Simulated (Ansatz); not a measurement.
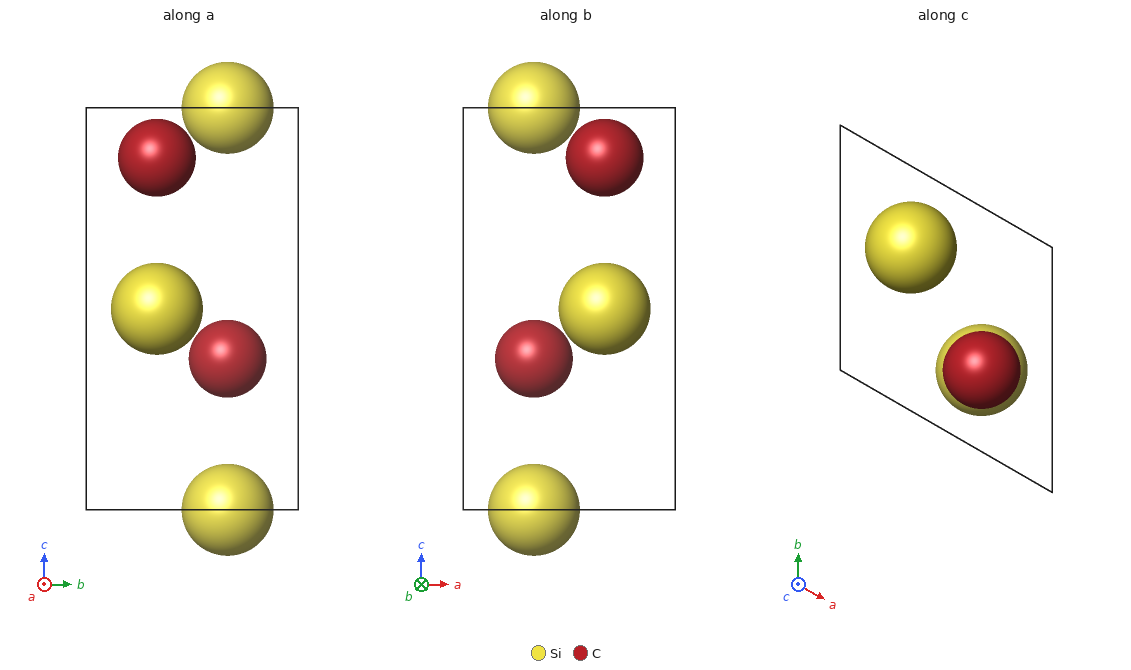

The image is a spheres-only drawing of a crystal, viewed along the a axis, along the b axis and along the c axis. The wireframe shows the conventional unit cell.

Lattice parameters: a = 3.092 Å, b = 3.092 Å, c = 5.074 Å, α = 90.00°, β = 90.00°, γ = 120.00°. Put a along x and b in the xy plane.

Convert the drawing into a POSCAR file.

Answer.
```
Si C
1.0
     3.092    0.000    0.000
    -1.546    2.678    0.000
     0.000    0.000    5.074
Si C
2 2
Direct
  0.3333 0.6667 0.9996
  0.6667 0.3333 0.4996
  0.3333 0.6667 0.3754
  0.6667 0.3333 0.8754
```

Source of the structure: a structure type filled with these elements by a generator (whether the compound takes this form wasn't checked). What is shown is the relaxed result from DFT PBE, scalar-relativistic, plane waves, PAW in Ansatz.
